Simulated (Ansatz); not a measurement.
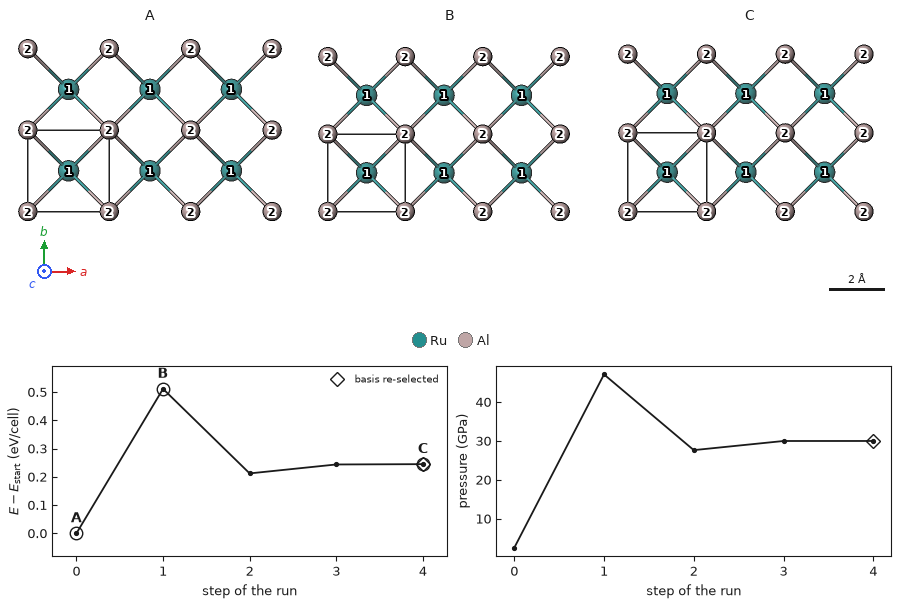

Frames of a relaxation of crystalline AlRu (set up in Pm-3m), marked on the history of the run. The picture is a ball-and-stick view of the cell of the calculation, repeated 3 × 2 × 1 with one cell outlined, seen along the c axis.

The run lets cell and atoms move.

Theory: Kohn-Sham DFT of a periodic cell, PBE, Ansatz PAW in Ansatz.

Input file:
```yaml
crystal:
  lattice:
    - [2.9916, 0.0, 0.0]
    - [0.0, 2.9916, 0.0]
    - [0.0, 0.0, 2.9916]
  atoms:
    - { symbol: Ru, position: [0.5, 0.5, 0.5] }
    - { symbol: Al, position: [0.0, 0.0, 0.0] }
hamiltonian:
  xc: pbe
  pseudopotentials: { kind: paw }
kpoints:
  mp_grid: { grid: [9, 9, 9] }
scf:
  occupations: { method: fermi_dirac, width: 0.05 }
output:
  forces: true
  stress: true
  eigenvalues: true
relax:
  f_tol: 0.01
  max_steps: 40
  cell: { stress_tol: 0.05, p_target: 30.0 }
```

Command:
```bash
ansatz run input.yaml --threads 2 --pin off --max-ram 5632MiB --backend cpu --events-out ev --progress --plain --runs-dir out
```

Question: Describe the path.

Answer: After 3 accepted moves (4 points after the start) the energy has risen by 0.245 eV per cell of the calculation. With the target pressure of 30 GPa, the enthalpy E + pV changes by −0.243 eV per cell of the calculation. All forces vanish by symmetry, so only the cell relaxes. The pressure goes from 2.54 to 29.99 GPa. At 1 point the geometry stayed and the basis and grid were re-selected for the new cell (energy shift of 1.2 meV per cell of the calculation at most each time). No atom moves by more than 0.005 Å relative to the cell. Cell: a = b = c 2.992 → 2.891 Å (−3.4 %). Volume −9.7 %. Near-neighbour distances that change, for instance: Ru1–Ru1 2.992 → 2.891 Å, Ru1–Al2 2.591 → 2.504 Å. The space group stays Pm-3m (No. 221). Cost: 2.4 s on 2 threads of Arm Neoverse V2 (shared host), peak memory 0.28 GiB. From step 0 to 1: volume −13.9 %, energy +0.511 eV per cell of the calculation. From step 1 to 4: volume +4.9 %, energy −0.266 eV per cell of the calculation.

| step | E − E(0), meV/atom | pressure, GPa | volume, Å³/atom | note |
| --- | --- | --- | --- | --- |
| 0 | 0.00 | 2.54 | 13.387 |  |
| 1 | 255.73 | 47.10 | 11.523 |  |
| 2 | 106.10 | 27.64 | 12.173 |  |
| 3 | 121.91 | 29.99 | 12.085 |  |
| 4 | 122.49 | 29.99 | 12.085 | same geometry, new basis |
